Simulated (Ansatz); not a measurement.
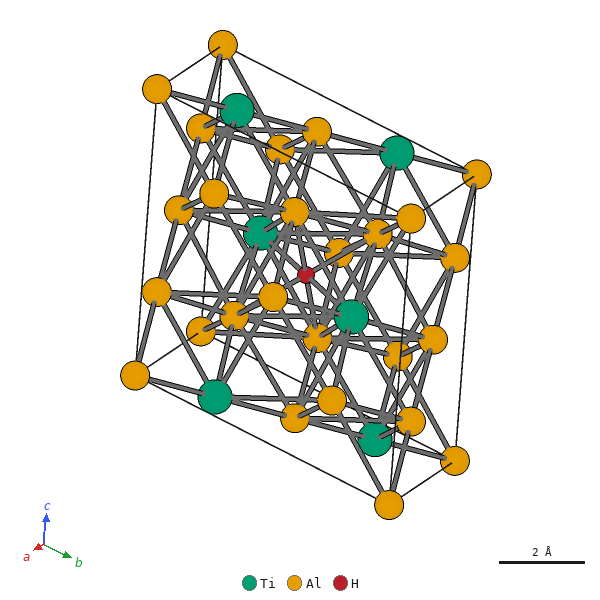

This ball-and-stick model is shown slightly off an axis. Thin lines show the supercell, with boundary atoms drawn in all their periodic places. The host is TiAl₃, in a cell of 16 sites, and the cell is neutral.

Question: Spot the defect.

Answer: An interstitial hydrogen atom. It is bonded to four Al and two Ti in a distorted octahedral arrangement (about 2.1 Å to Al, 1.9 Å to Ti).

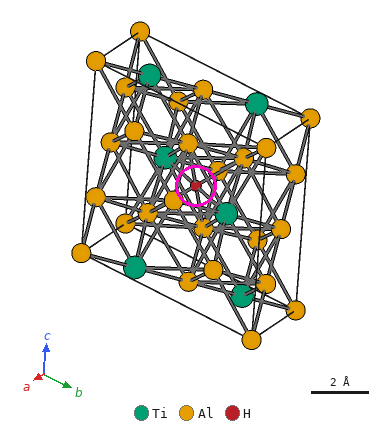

The same cell with a ring at the defect's site.

The atoms were relaxed in the host's cell with DFT PBE, scalar-relativistic, plane waves, PAW in Ansatz.
